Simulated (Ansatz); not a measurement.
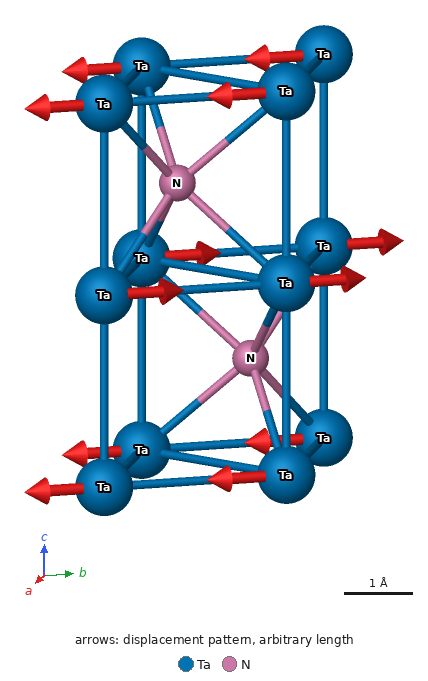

One vibrational mode of crystalline TaN relaxed at 18 GPa at the zone centre. The red arrows give the relative displacements of the atoms. Style: ball-and-stick. Shown: the cell of the calculation, slightly off an axis.

Level of theory: Ansatz, DFT PBE, scalar-relativistic, plane waves, PAW.

Input
```yaml
crystal:
  lattice:
    - [2.8675974833, 0.0, 0.0]
    - [-1.4337987416, 2.4834122683, 0.0]
    - [0.0, 0.0, 5.8276621228]
  atoms:
    - { symbol: Ta, position: [0.0, 0.0, 0.0] }
    - { symbol: Ta, position: [0.0, 0.0, 0.5] }
    - { symbol: "N", position: [0.3333333333, 0.6666666667, 0.25] }
    - { symbol: "N", position: [0.6666666667, 0.3333333333, 0.75] }
basis:
  ecutwfc: 420
kpoints:
  mp_grid: { grid: [18, 18, 8] }
hamiltonian:
  xc: pbe
scf:
  occupations: { method: fermi_dirac, width: 0.15 }
output:
  eigenvalues: true
phonons:
  method: dfpt
  eigenvectors: true
```

Command:
```bash
ansatz run input.yaml --threads 1 --pin off --max-ram 3072MiB --backend cpu --events-out ev --progress --plain --runs-dir out
```

The frequencies depend somewhat on the k-mesh and the smearing.

**Describe the mode and give its frequency.**

This is the E₂u mode (doubly degenerate; one member of the set is drawn) at 153 cm⁻¹, the lowest optical level, silent by symmetry (neither infrared- nor Raman-active). The N atoms stay at rest; all motion is along b; atoms of one kind move against one another, with no net shift of their sublattice.
